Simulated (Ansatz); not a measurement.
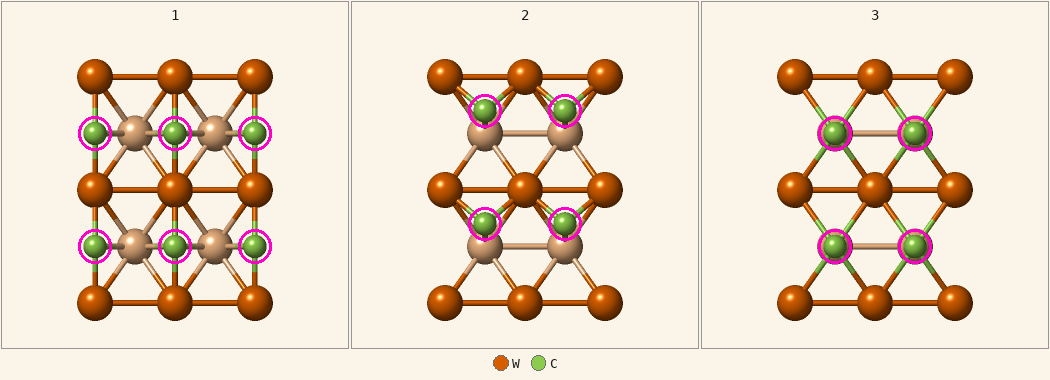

C on a W(110) slab cut from the Fm-3m phase, its upper half relaxed before the scan (4 atoms of substrate and one adsorbate in a 1 × 1 cell). 
- C is moved over the surface cell; relaxed at each place: the height of the adsorbate's atoms; substrate rigid; the origin of the map has the adsorbate above W4.
- Places are given modulo a cell vector. The map is drawn in real space over the plane of the surface.
- Grid: 6 × 10 points; 24 points were computed and 36 follow by symmetry.
- All energies are given in eV relative to the lowest grid point.
- With one adsorbate in each 1 × 1 cell, its nearest image is 2.9 Å away, so neighbouring adsorbates interact.
- Method: DFT PBE, scalar-relativistic, plane waves, PAW (Ansatz 0.2.0). Settings: cutoff 420 eV, k-mesh 9×7×1, gaussian smearing 0.1 eV, no spin polarisation.

The numbered pictures are structures from this grid. Rings mark the moved atoms.

### Rank them by energy, lowest first.

1, at the trough between two rows of top atoms, (0/6, 5/10) of the cell vectors: 0.00 eV; 2, at (3/6, 7/10) of the cell vectors [nearest 3 W at 2.00 Å]: 0.83 eV; 3, at a fourfold hollow over a second-layer W atom, (3/6, 5/10) of the cell vectors: 2.02 eV.

The map, with the structures marked:

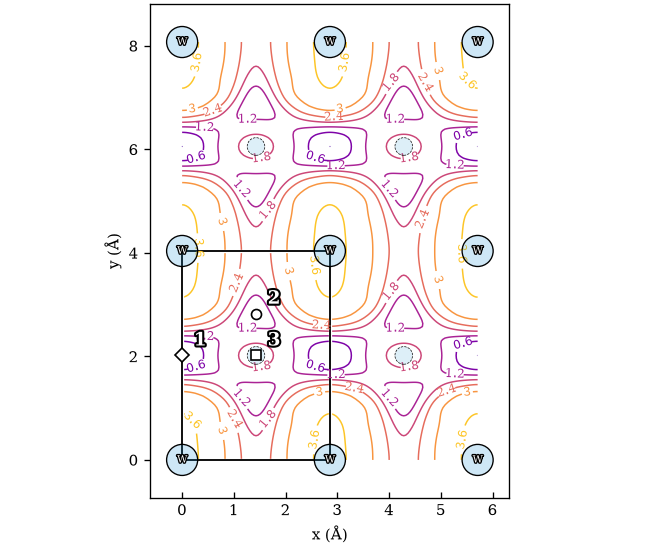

Drawn: contour lines labelled in eV, labelled circles for the atoms of the top layer and small ones for the second layer, the outline of one cell of the 2 × 2 shown. Between grid points the surface is interpolated.

PAW datasets: the set soft_1.
